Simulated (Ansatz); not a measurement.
The calculation's input:

```
crystal:
  lattice:
    - [2.6730227739, 0.0, 0.0]
    - [-1.336511387, 2.3149056271, 0.0]
    - [0.0, 0.0, 4.4958169202]
  atoms:
    - { symbol: Si, position: [0.3333333333, 0.6666666667, 0.25] }
    - { symbol: Si, position: [0.6666666667, 0.3333333333, 0.75] }
basis:
  ecutwfc: 420
kpoints:
  mp_grid: { grid: [18, 18, 10] }
hamiltonian:
  xc: pbesol
scf:
  occupations: { method: gaussian, width: 0.1 }
output:
  forces: true
  stress: true
  eigenvalues: true
  write_density: true
  write_potential: true
  elf: true
  volumetric_format: npy
relax:
  adjacent_minimum: "off"
  f_tol: 0.01
  max_steps: 60
  cell: { stress_tol: 0.1 }
```

Run with:

```sh
ansatz run input.yaml --threads 1 --pin off --max-ram 2560MiB --backend cpu --events-out ev --progress --plain --runs-dir out
```

Below, planes, directions and counts refer to the conventional cell (a = 2.66 Å, b = 2.66 Å, c = 4.55 Å, α = 90.00°, β = 90.00°, γ = 120.00°).

The fields are those of the run's last geometry, not of the input's.

Space group P6₃/mmc.

Method: DFT PBEsol, scalar-relativistic, plane waves, PAW (Ansatz 0.2.0).

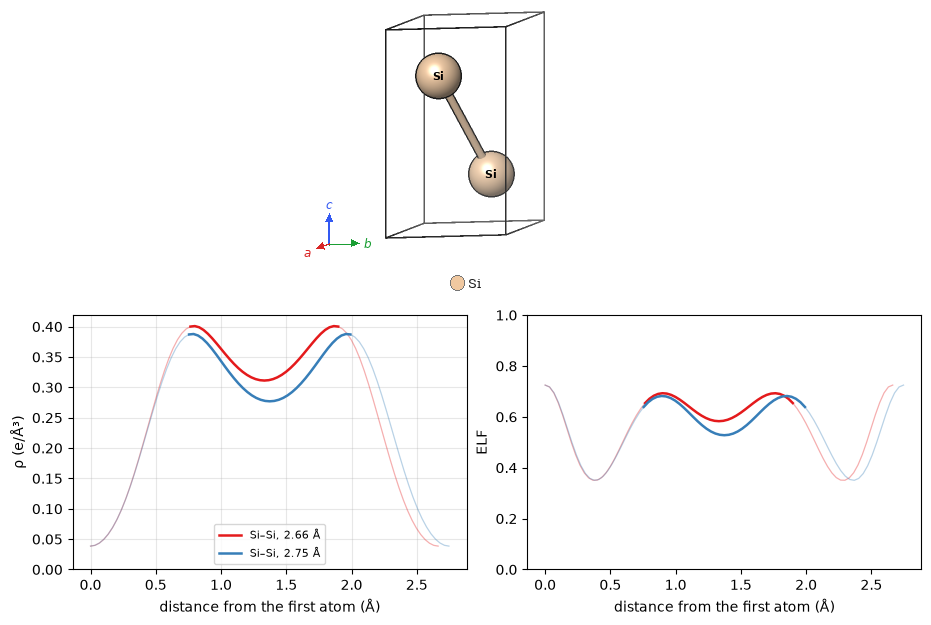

Si. Valence electron density and ELF along straight lines between neighbouring atoms. Thin, pale parts lie inside the atomic spheres. The structure is drawn too.

The density is the valence pseudo-density of a PAW calculation; it isn't the true density close to the nuclei.

Compare the contacts.

Answer. Si–Si (2.66 Å): ρ at the midpoint is about 0.31 e/Å³; the ELF peaks at about 0.70 between the atoms.
Si–Si (2.75 Å): ρ is about 0.28 e/Å³ halfway; the ELF peaks at about 0.70 between the atoms.
